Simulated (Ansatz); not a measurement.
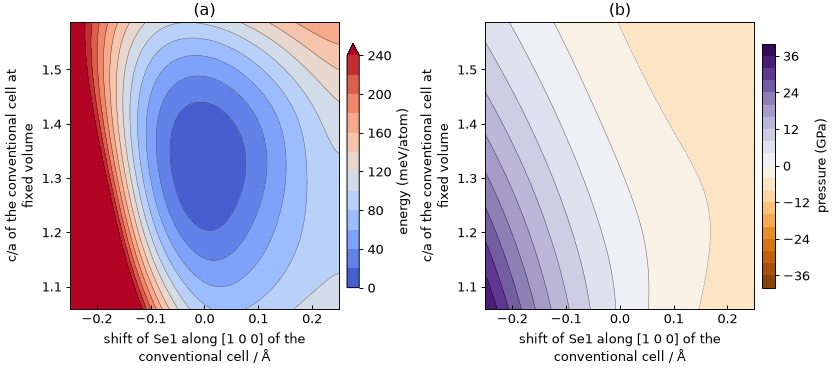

Se (P3_121, No. 152; 3 atoms in the cell). The energy is mapped over a free internal coordinate and the cell. First axis: shift of Se1 along [1 0 0] of the conventional cell, Cartesian (1 0 0), its symmetry partners moved as symmetry demands (measured in the relaxed cell). Second axis: c/a of the conventional cell at fixed volume. Nothing is relaxed (all other coordinates fixed). Grid: 7 × 7 points. Points are written as (first, second). All energies are given in meV/atom relative to the lowest grid point. The band gap closes in part of the range. All numbers below come from Ansatz, DFT PBEsol+D3(BJ), scalar-relativistic, plane waves, PAW. Settings: cutoff 420 eV, k-mesh 12×12×8 in the order of the run's cell vectors, gaussian smearing 0.03 eV, no spin polarisation.

Panel (a) is the energy; panel (b) is the computed pressure, in GPa.

In the figure: filled contours, one colour for all values above the top of the scale. Between grid points the surface is interpolated.

### How does the pressure vary over the map, and what is it at the lowest grid point?

It runs from −7.5 GPa at (0.250 Å, 1.587) to 36.3 GPa at (−0.250 Å, 1.058). At the lowest grid point, (0.000 Å, 1.323), it is 0.0 GPa.

```
second ↓, first →  −0.250  −0.167  −0.083  0.000  0.083  0.167  0.250
            1.587     6.6     2.0    −1.6   −4.1   −5.8   −7.0   −7.5
            1.499    10.1     4.5     0.2   −2.9   −5.0   −6.1   −6.7
            1.411    14.3     7.4     2.2   −1.6   −4.0   −5.3   −5.9
            1.323    19.3    10.7     4.4    0.0   −2.8   −4.5   −5.3
            1.235    24.7    14.3     6.7    1.5   −1.9   −4.0   −5.0
            1.146    30.4    17.9     8.9    2.8   −1.4   −4.1   −5.2
            1.058    36.3    21.5    10.8    3.4   −1.6   −4.5   −5.9
```
